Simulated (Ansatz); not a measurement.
Start from this file.

```yaml
crystal:
  lattice:
    - [4.81353, 0.00000, 0.00000]
    - [0.00000, 4.81353, 0.00000]
    - [0.00000, 0.00000, 3.20542]
  atoms:
    - { symbol: Hf, position: [0.50000, 0.50000, 0.50000] }
    - { symbol: Hf, position: [0.00000, 0.00000, 0.00000] }
    - { symbol: O, position: [0.69496, 0.30504, 0.00000] }
    - { symbol: O, position: [0.80504, 0.80504, 0.50000] }
    - { symbol: O, position: [0.19496, 0.19496, 0.50000] }
    - { symbol: O, position: [0.30504, 0.69496, 0.00000] }
```

**Interpret the file: composition, symmetry and coordination.**

This is HfO2. Space group: P4_2/mnm (No. 136). Lattice: primitive tetragonal. It belongs to the family called rutile. Content of the cell: 2 Hf, 4 O (Z = 2). With all contacts inside bonding distance counted, the coordination numbers are Hf 8 and O 3. Not all metal-metal contacts are counted.

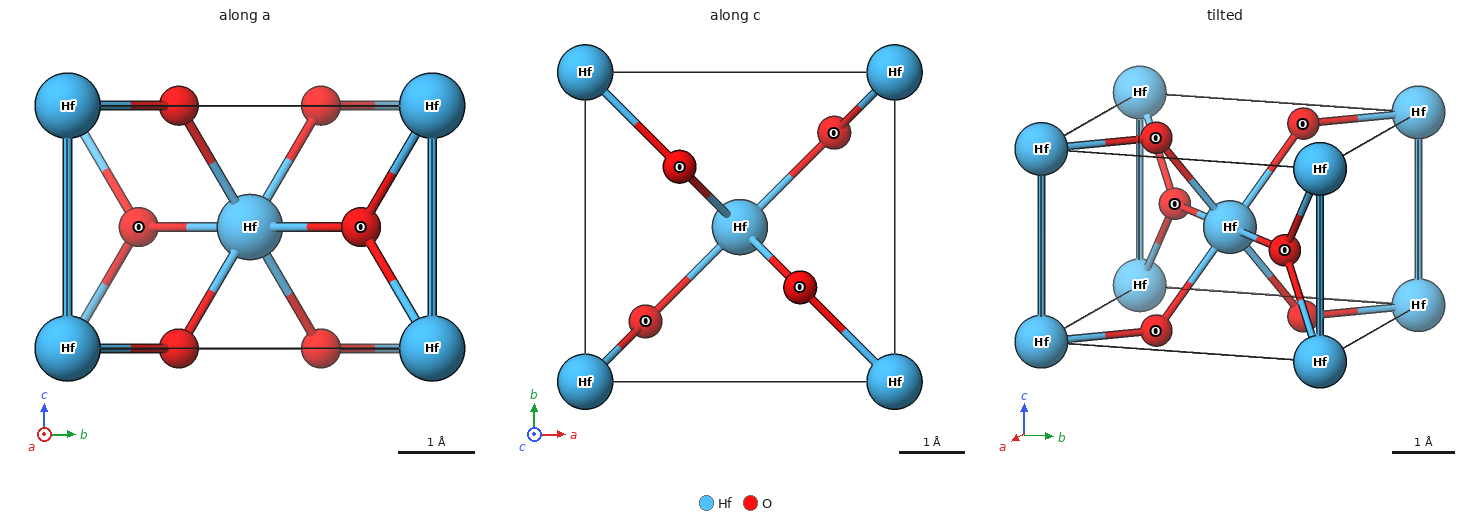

Drawn in the ball-and-stick manner and seen along the a axis, along the c axis and slightly off an axis. The lines enclose the conventional unit cell; boundary atoms appear with their images. Colours: hafnium blue, oxygen red.

The cell started as a structure listed in the Materials Project. Earlier steps of the study may have refined or changed the cell and positions. An electronic-structure calculation with Ansatz was run on it.

At this level of theory the cell isn't at rest (compressed, at 9 GPa), so its distances can differ from those at equilibrium, the more so the softer the solid.
